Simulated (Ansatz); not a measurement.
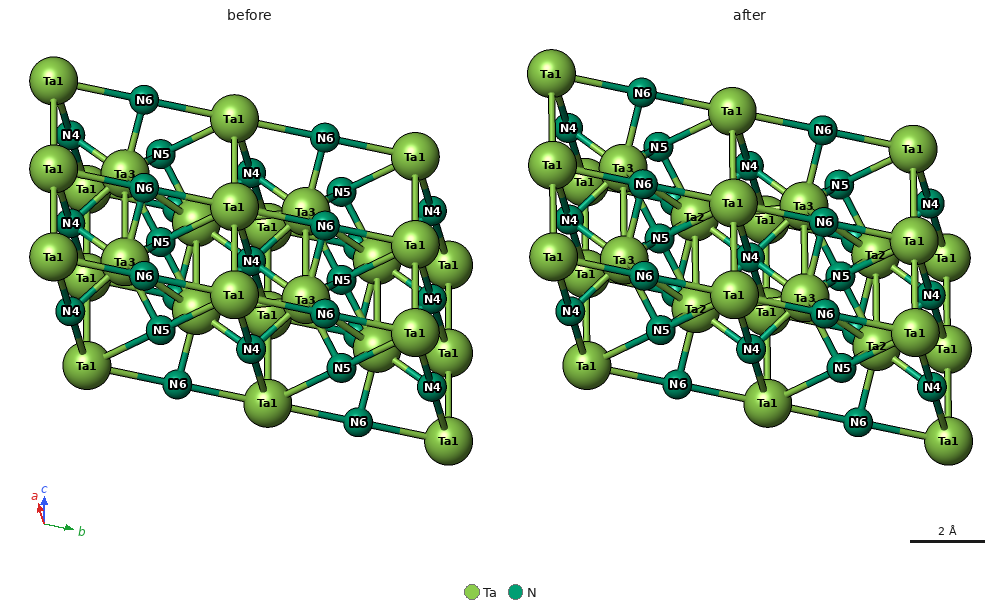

Left: crystalline TaN (set up in P6/mmm). Right: the same structure after one change, at the same scale. Style: ball-and-stick. Shown: the cell of the calculation, repeated 1 × 2 × 2 with one cell outlined, from a free direction.

Level of theory: Ansatz 0.2.0, DFT PBEsol, scalar-relativistic, plane waves, PAW. Settings: plane-wave cutoff 420 eV; k-point mesh 12 × 12 × 12; occupations gaussian; smearing width 0.1 eV; no spin polarisation.

> Which change leads from the left to the right?

Shear of c along a, +6.0 %, is applied. The cell is then held and the atoms relaxed.

> And its effect?

The drawn cell changes at constant volume: a = b unchanged at 5.205 Å, c 2.904 → 2.909 Å (+0.2 %), α 90.0° → 91.7°, β 90.0° → 86.6°. The largest moves relative to the cell, 0.005 Å, are those of Ta2 and Ta3. Ta2 goes along [1 2 0]. N stays in place. Among the bonded contacts that change: N–Ta 2.089 → 2.038 to 2.146 Å, Ta–Ta 3.005 → 2.995 to 3.010 Å, Ta–Ta 2.904 → 2.909 Å. The space group (tolerance 0.01 Å) goes from P6/mmm (No. 191) to C2/m (No. 12). It costs 26.0 meV per atom. The pressure goes from 0.0 to 1.0 GPa. The principal stresses (compression positive) are 13.3 GPa along [1 0 −2], 0.8 GPa along [1 2 0], −11.0 GPa along [1 0 2].
